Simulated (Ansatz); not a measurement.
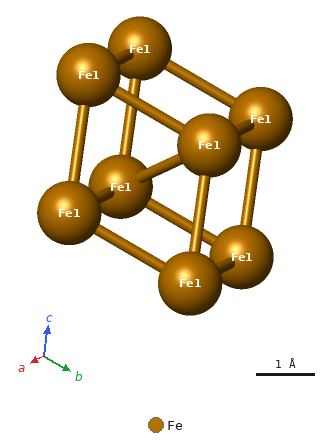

**Figure 1.** The input geometry (ball-and-stick view of the reduced cell, seen slightly off an axis; atoms are numbered from 1 in the order of the input). Near neighbours in the crystal (not all of them lie inside the picture): Fe has 8 Fe at 2.45 to 2.47 Å.

# Fe: single-point calculation (part 1 of 3)

Fe (Fmmm, 1 atom in the cell), computed with DFT, r2SCAN+U, PAW with Ansatz's default frozen-core files, scalar-relativistic, Ueff = 7 eV on Fe d (Ansatz 0.2.0).

The structure derives from a Materials Project entry. The run did not end well. It belongs to a series of runs on one base structure; here: U = 7 eV on Fe d, PAW files. Figures and captions count atoms from 1; the log counts them from 0 in places.

**Input file**
```yaml
crystal:
  lattice:
    - [0.0, 1.9417396906, 1.9651051623]
    - [1.4984397099, 0.0, 1.9651051623]
    - [1.4984397099, 1.9417396906, 0.0]
  atoms:
    - { symbol: Fe, position: [0.0, 0.0, 0.0], spin: 3.0 }
magnetization:
  spin_polarized: true
kpoints:
  mp_grid: { grid: [14, 14, 14] }
scf:
  occupations: { method: fermi_dirac, width: 0.1 }
hamiltonian:
  xc: r2scan
  pseudopotentials: { kind: paw }
  hubbard: { sites: [{ species: Fe, l: d, u_eff: 7 }] }
output:
  forces: true
  stress: true
  eigenvalues: true
  hubbard: { sites: [{ species: Fe, l: d }] }
  populations: true
```

Hardware: 1 thread of Intel Xeon @ 2.50GHz (Skylake/Cascade Lake), 32 GiB of memory available, shared host.

Run as:
```bash
ansatz run input.yaml --threads 1 --pin off --max-ram 3072MiB --backend cpu --events-out ev --progress --plain --runs-dir out
```

**The program's output**
```
Fe: projections on atomic orbitals take those of the free atom [Ne] 3s2 3p6 3d6 4s2, of charge +0.00 (hamiltonian.pseudopotentials.projection_atoms); the dataset's partial waves leave at most 1.1e-6 of an orbital's norm unspanned inside its sphere
Engine: ansatz 0.2.0, x86_64-unknown-linux-gnu
Pseudopotentials: kind: paw
Pseudopotential: Fe, paw, valence charge 16, recommended cutoff 500 eV (meta_gga), Fe.paw.azcp
Functional definition: r2SCAN
  parameter k0 = 0.174
  parameter k1 = 0.065
  parameter a1 = 4.9479
  exchange = r2scan_x(k0 = k0, k1 = k1, a1 = a1)
  correlation = r2scan_c
Crystal: 1 atoms, lattice volume = 11.435 Å³
Basis set: ecut = 500 eV, 289 PW (Γ), exchange–correlation on 96×80×72 points (64 copies of the dense FFT grid, shifted against one another)
Bands: 14, of which v1, the nominal top of the filled ones, is band 8 counted from 1 (7 counted from 0)
Symmetry: 8 space group operations
Space group: Fmmm (ITA 69), of the structure as read, at distance tolerance 2.3e-5 Å
Magnetic group: BNS 69.521 (UNI 619), of the structure as read, at distance tolerance 2.3e-5 Å
k-points: 428 of 2744
Non-local potential: Fe, projectors of the file, l = 0: 3, l = 1: 2, l = 2: 3, l = 3: 1
PAW form: soft (Blöchl's): semilocal exchange-correlation on the pseudo side does not see the compensation charge
PAW frozen core: Fe, regenerated for the run's functional (the file was generated under x = pbe(κ = 0.804, μ = 0.2195149727645171), c = pbe(β = 0.06672455060314922))
PAW one-centre angular grid: Fe, 590 points (default); XC on 160 Gauss nodes
Initial density: superposition of atomic densities (chi_scale 0.1, normalization cell)
Starting moments: Σ|m| = 3 μB on 1 of 1 site
Initial wavefunctions: pseudopotential atomic-orbital guess
Functional: x = r2scan, c = r2scan; τ floored in thin density (d = 2e-4 eV/Å³)
iter 1 solved again at ethr=1.56e-3 eV; its pass at ethr=3.10e-3 eV (dr2=2.49e-1 eV) is discarded
```
